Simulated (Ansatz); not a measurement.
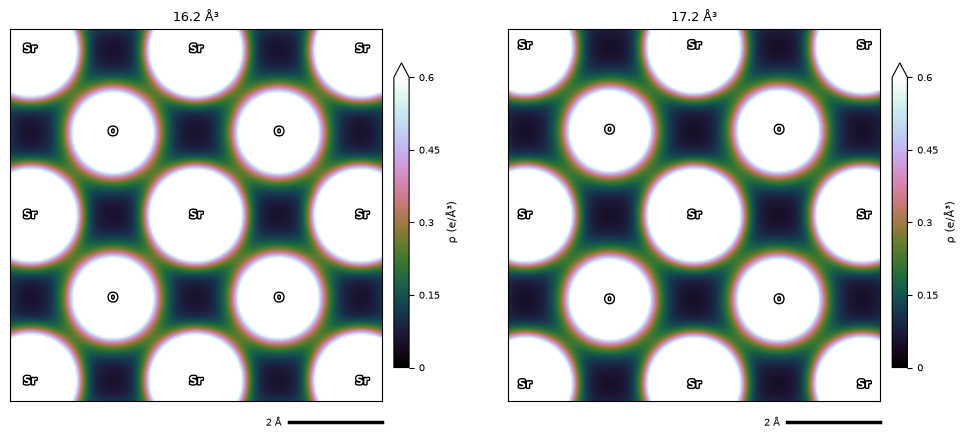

SrO. The valence electron density of cells scaled evenly to different volumes (given per atom above each panel), on the (101) plane of each (indices in the axes of the cell below), at one length scale and on one colour scale.

Method: Kohn-Sham DFT of a periodic cell, r2SCAN, Ansatz PAW in Ansatz 0.2.0.

The largest cell:

```
Sr O
1.0
     0.00000    2.58330    2.58330
     2.58330    0.00000    2.58330
     2.58330    2.58330    0.00000
Sr O
1 1
Direct
  0.50000 0.50000 0.50000
  0.00000 0.00000 0.00000
```

| volume (Å³/atom) | Sr–O contact in the plane (Å) | ρ at its midpoint (e/Å³) | pressure (GPa) | gap on the mesh (eV) | 
| --- | --- | --- | --- | --- |
| 16.23 | 2.532 | 0.251 | 6.0 | 3.83 | 
| 16.90 | 2.566 | ? | ? | ? | 
| 17.24 | 2.583 | 0.224 | −0.4 | 3.86 | 

**What values belong in the row with question marks?**

Over the known rows ln ρ falls by 2.23 per Å of Sr–O distance (the line through the two), which gives 0.233 e/Å³ at 2.566 Å; the calculation gives 0.232 e/Å³. For the pressure, a straight line in volume between the neighbouring rows gives 1.8 GPa; the calculation gives 1.5. For the gap on the mesh, a straight line in volume between the neighbouring rows gives 3.85 eV; the calculation gives 3.85.
